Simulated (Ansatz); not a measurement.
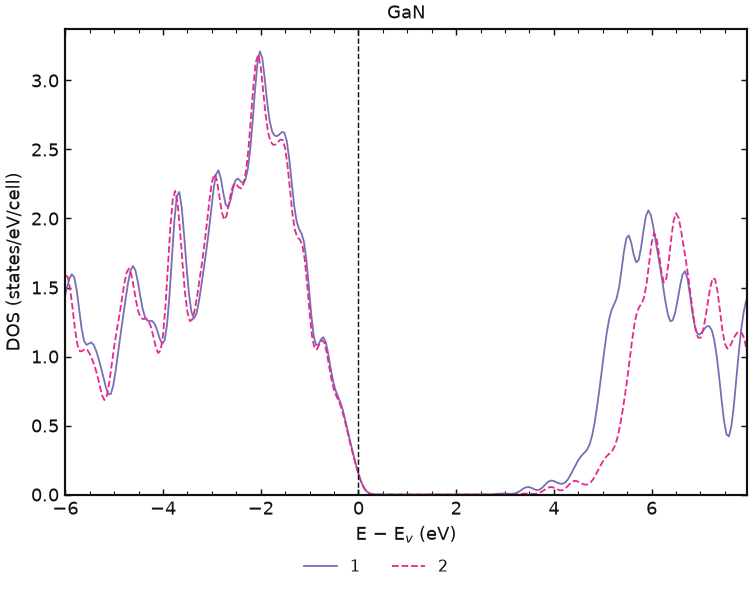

Total densities of states of GaN, space group P6_3mc, 4 atoms in the cell, wurtzite type, hydrostatic strain −5.0%, by two methods on the same cell. The curves are built from the levels of the k mesh with Gaussians 0.3 eV wide, which also blur the band edges. Each is counted from its own valence-band top.

### Which curve is which? The methods: PBE, r2SCAN.

1 is PBE; 2 is r2SCAN. PBE gives a gap of 2.95 eV and r2SCAN gives a gap of 3.42 eV.

Settings. PBE: DFT, PBE, plane waves, PAW, no spin polarisation, 12×12×6 k mesh, 420 eV cutoff, Fermi-Dirac smearing of 0.02 eV (Ansatz). r2SCAN: DFT, r2SCAN, plane waves, PAW, no spin polarisation, 12×12×6 k mesh, 500 eV cutoff (Ansatz).
